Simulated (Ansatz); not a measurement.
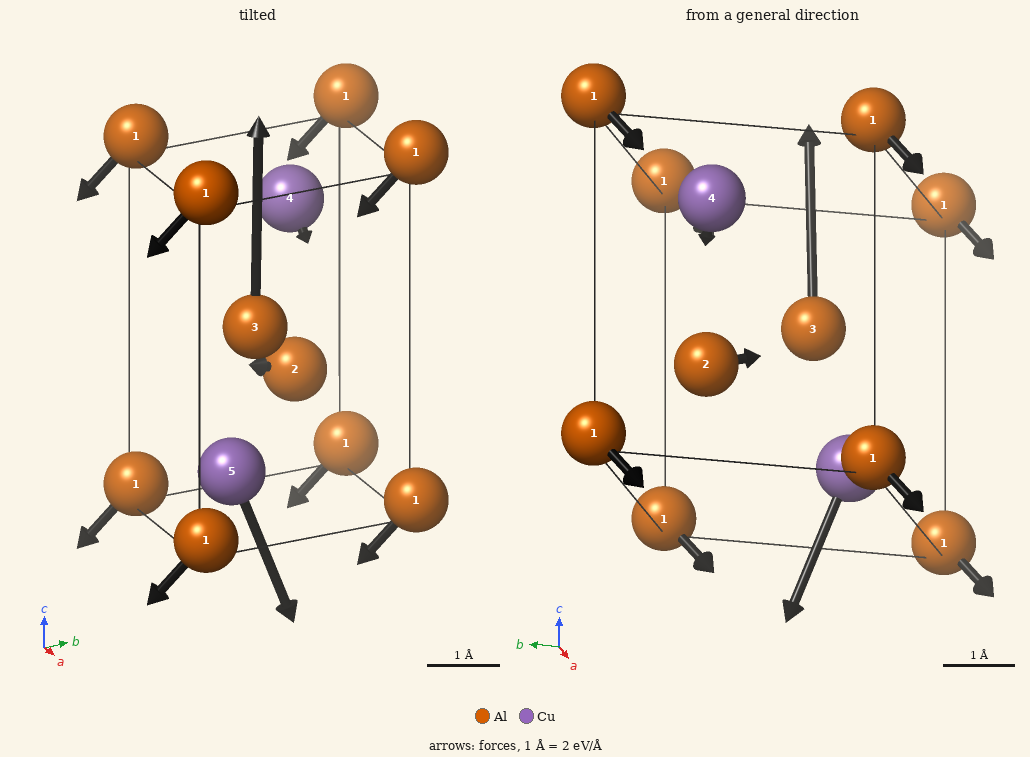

The structure above is drawn in spheres-only style and viewed slightly off an axis and from a general direction. The simulation cell is drawn as a box. The arrows are the computed forces on the atoms.

System: Al3Cu2. Computational set-up: DFT r2SCAN, scalar-relativistic, plane waves, PAW (Ansatz 0.2.0), E_cut = 500 eV, a 12×12×10 sampling of the Brillouin zone, Gaussian smearing of 0.15 eV, no spin polarisation.

Do the forces show a relaxed structure?

No. The atoms still feel forces of up to about 5.2 eV/Å, far above a usual threshold of 0.01 to 0.03 eV/Å.

Where is the maximum force, and how large is it?

Al3, about 5.2 eV/Å.

Origin of the cell: a structure listed in the Materials Project. The cell was then strained or its atoms displaced on purpose. It was run through Ansatz as a DFT input.
